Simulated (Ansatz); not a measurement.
A series of calculations on SnO₂

Part 1: Relaxation

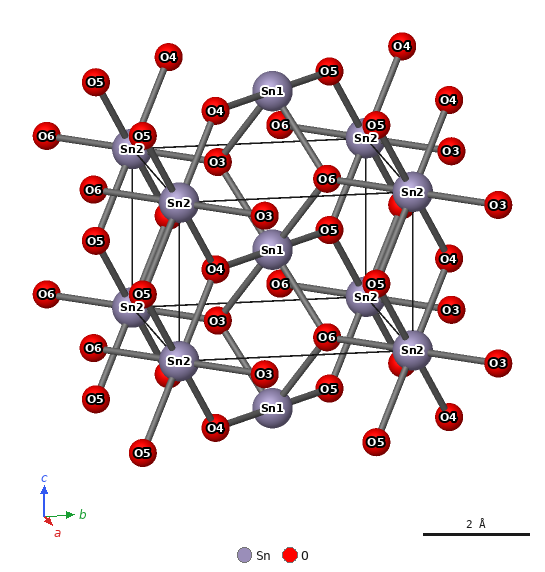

Crystalline SnO$_{2}$ (set up in P4_2/mnm), before the relaxation. A ball-and-stick model of the cell of the calculation, seen slightly off an axis.

Case: relaxed at 40 GPa.

The calculation used Ansatz 0.2.0, DFT r2SCAN, scalar-relativistic, plane waves, PAW.

Input
```yaml
crystal:
  lattice:
    - [4.5114534524, 0.0, 0.0]
    - [0.0, 4.511611855, 0.0]
    - [0.0, 0.0, 3.0849802035]
  atoms:
    - { symbol: Sn, position: [0.5, 0.5, 0.5] }
    - { symbol: Sn, position: [0.0, 0.0, 0.0] }
    - { symbol: O, position: [0.3049794867, 0.3050331021, 0.0] }
    - { symbol: O, position: [0.8049794867, 0.1949668979, 0.5] }
    - { symbol: O, position: [0.1950205133, 0.8050331021, 0.5] }
    - { symbol: O, position: [0.6950205133, 0.6949668979, 0.0] }
basis:
  ecutwfc: 500
kpoints:
  mp_grid: { grid: [6, 6, 10] }
hamiltonian:
  xc: r2scan
scf:
  occupations: { method: gaussian, width: 0.02 }
output:
  forces: true
  stress: true
  eigenvalues: true
relax:
  adjacent_minimum: "off"
  f_tol: 0.008
  max_steps: 50
  cell: { stress_tol: 0.08, p_target: 40.0 }
```

Command:
```bash
ansatz run input.yaml --threads 1 --pin off --max-ram 2560MiB --backend cpu --events-out ev --progress --plain --runs-dir out
```

Predict the outcome.

The energy falls by 12.9 meV per atom in 6 accepted moves (7 points after the start). With the target pressure of 40 GPa, the enthalpy E + pV changes by −1.6 meV per atom. Largest force component: 0.13 eV/Å at the start, 0.002 eV/Å at the end. The pressure goes from 42.30 to 40.00 GPa. The SCF was repeated once at an unchanged geometry on a basis and grid sized afresh for the cell, which shifted the energy by less than 0.05 meV per atom at most. No atom moves by more than 0.005 Å relative to the cell. The volume changes by +0.4 %, with a 4.511 → 4.499 Å (−0.3 %), b 4.512 → 4.501 Å (−0.2 %), c 3.085 → 3.114 Å (+1.0 %). Among the contacts that change: Sn1–O3 1.982 → 1.992 Å, Sn1–O4 1.946 → 1.940 Å. The space group stays P4_2/mnm (No. 136).

After the run, drawn alike:

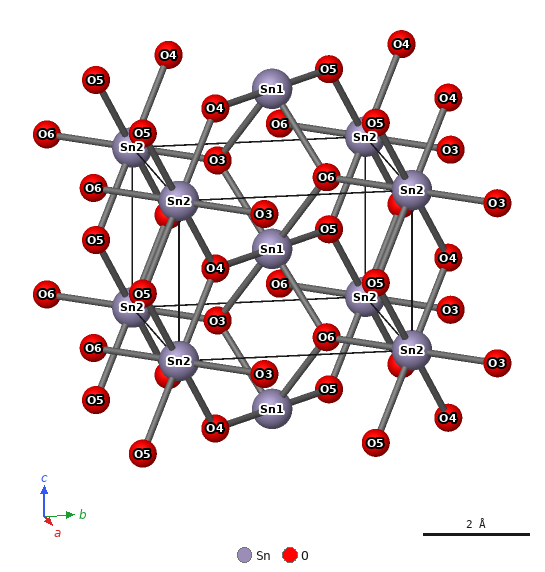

Part 2: Relaxation

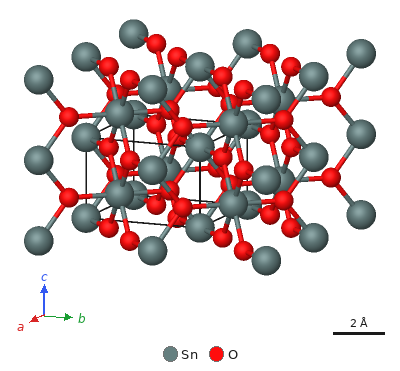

This is the input geometry for a relaxation of crystalline SnO2 (set up in Pnnm) (coarse preliminary run). Style: ball-and-stick. Shown: the cell of the calculation, repeated 2 × 2 × 2 with one cell outlined, slightly off an axis.

Level of theory: DFT r2SCAN, scalar-relativistic, plane waves, PAW in Ansatz 0.2.0.

The input:
```yaml
crystal:
  lattice:
    - [4.788004, 0.0, 0.0]
    - [0.0, 4.866582, 0.0]
    - [0.0, 0.0, 3.240898]
  atoms:
    - { symbol: Sn, position: [0.5, 0.5, 0.5] }
    - { symbol: Sn, position: [0.0, 0.0, 0.0] }
    - { symbol: O, position: [0.291855, 0.321042, 0.0] }
    - { symbol: O, position: [0.791855, 0.178958, 0.5] }
    - { symbol: O, position: [0.208145, 0.821042, 0.5] }
    - { symbol: O, position: [0.708145, 0.678958, 0.0] }
basis:
  ecutwfc: 500
kpoints:
  mp_grid: { grid: [4, 4, 6] }
hamiltonian:
  xc: r2scan
scf:
  occupations: { method: gaussian, width: 0.1 }
output:
  forces: true
  stress: true
  eigenvalues: true
relax:
  adjacent_minimum: "off"
  f_tol: 0.05
  max_steps: 80
  cell: { stress_tol: 0.5 }
```

Launched with:
```bash
ansatz run input.yaml --threads 1 --pin off --max-ram 2560MiB --backend cpu --events-out ev --progress --plain --runs-dir out
```

What does the optimiser find from here?

The largest moves relative to the cell, 0.092 Å, are those of O3, O4, O5 and O6. O3 goes along [1 −1 0]. Sn stays in place. The volume changes by −4.0 %, with a 4.788 → 4.759 Å (−0.6 %), b 4.867 → 4.759 Å (−2.2 %), c 3.241 → 3.200 Å (−1.2 %). Near-neighbour distances that change, for instance: Sn1–O4 2.096 → 2.057 Å, Sn1–O3 2.092 → 2.067 Å. The space group stays Pnnm (No. 58). The energy falls by 98.2 meV per cell of the calculation in 3 accepted moves (4 points after the start). Largest force component: 0.13 eV/Å at the start, 0.039 eV/Å at the end. The pressure goes from −8.21 to 0.02 GPa. The SCF was repeated once at an unchanged geometry on a basis and grid sized afresh for the cell, which shifted the energy by 1.6 meV per cell of the calculation at most.

History of the run:

| step | E − E(0), meV/atom | largest force component, eV/Å | pressure, GPa | volume, Å³/atom | note |
| --- | --- | --- | --- | --- | --- |
| 0 | 0.00 | 0.1258 | -8.21 | 12.586 |  |
| 1 | -15.00 | 0.0674 | 0.29 | 12.059 |  |
| 2 | -15.85 | 0.0647 | 0.12 | 12.073 |  |
| 3 | -16.64 | 0.0393 | 0.00 | 12.081 |  |
| 4 | -16.37 | 0.0394 | 0.02 | 12.081 | same geometry, new basis |

The end point in the same view:

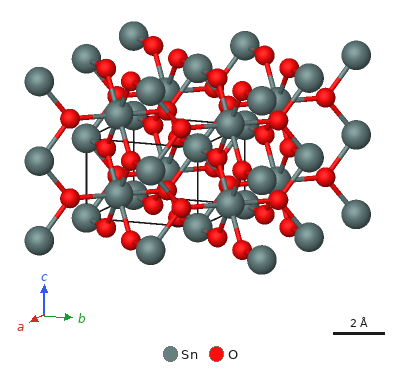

Part 3: A change

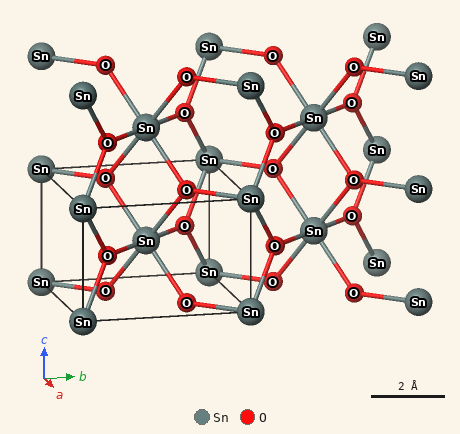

Reference structure: crystalline SnO₂. The picture is a ball-and-stick view of the cell of the calculation, repeated 1 × 2 × 2 with one cell outlined, seen slightly off an axis.

These are results of DFT r2SCAN, scalar-relativistic, plane waves, PAW in Ansatz 0.2.0, not measurements. Set-up: plane-wave cutoff 500 eV; k-point mesh 6 × 6 × 8; occupations gaussian; smearing width 0.02 eV; no spin polarisation.

Change: The crystal is put under a hydrostatic pressure of 10 GPa. Cell and atoms are relaxed at that pressure.

Q: Predict the response.

A: The energy rises by 15.4 meV per atom. Pressure: 0.0 GPa before, 9.9 GPa after. Cell: a = b 4.760 → 4.676 Å (−1.8 %), c 3.201 → 3.174 Å (−0.8 %). Volume −4.3 %. The largest moves relative to the cell, 0.004 Å, are those of O atoms. Sn stays in place. Among the bonded contacts that change: O–Sn 2.064 → 2.019 to 2.044 Å. The space group stays P4_2/mnm (No. 136).

The changed structure in the same view:

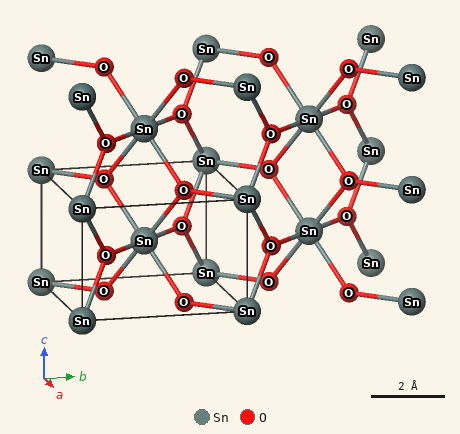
